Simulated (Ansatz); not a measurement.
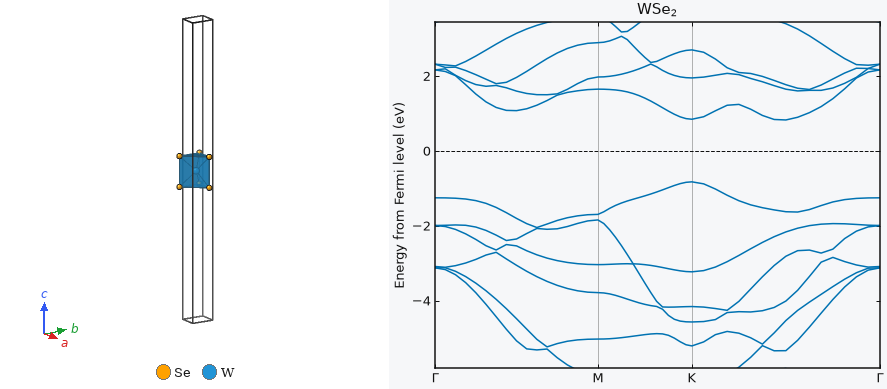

Band structure, beside the structure. Energies are counted from the Fermi level.

The Ansatz input:

```
crystal:
  lattice:
    - [3.2855208648, 0.0, 0.0]
    - [-1.6427604324, 2.8453445336, 0.0]
    - [0.0, 0.0, 32.7374894635]
  atoms:
    - { symbol: Se, position: [0.3333333333, 0.6666666667, 0.4485393955] }
    - { symbol: W, position: [0.6666666667, 0.3333333333, 0.5] }
    - { symbol: Se, position: [0.3333333333, 0.6666666667, 0.5514606045] }
  periodic: [true, true, false]
basis:
  ecutwfc: 420
kpoints:
  mp_grid: { grid: [12, 12, 1] }
  band_path:
    path:
      - [0, 0, 0]
      - [0.5, 0, 0]
      - [0.3333333333333, 0.3333333333333, 0]
      - [0, 0, 0]
    npoints: 16
hamiltonian:
  xc: pbe
  dispersion: d3bj
scf:
  occupations: { method: gaussian, width: 0.02 }
output:
  forces: true
  stress: true
  eigenvalues: true
  populations: true
  dos: { projected: true, de: 0.02, nscf_kmesh: { grid: [24, 24, 1] } }
  bader: true
  write_density: true
  write_potential: true
  elf: true
  volumetric_format: npy
```

Launched with:
```bash
ansatz run input.yaml --threads 2 --pin off --max-ram 5120MiB --backend cpu --events-out ev --progress --plain --runs-dir out
```

Metal, semiconductor or insulator, and what is the gap?

The material is gapped. The gap along this path is 1.65 eV, from the valence-band top at K to the conduction-band bottom between K and Γ; the smallest direct gap, at K, is only slightly larger at 1.67 eV.

What are the direct gaps at Γ, K and M?

The direct gaps are 3.42 eV at Γ, 1.67 eV at K and 3.35 eV at M.

How many bands meet at the valence-band top?

The top valence level at K is a single band, not degenerate (spin aside).

How much do the top valence band and the lowest conduction band disperse along the path?

The top valence band spans 1.2 eV and the lowest conduction band 1.3 eV.

Spin-orbit coupling is left out, which matters for W.
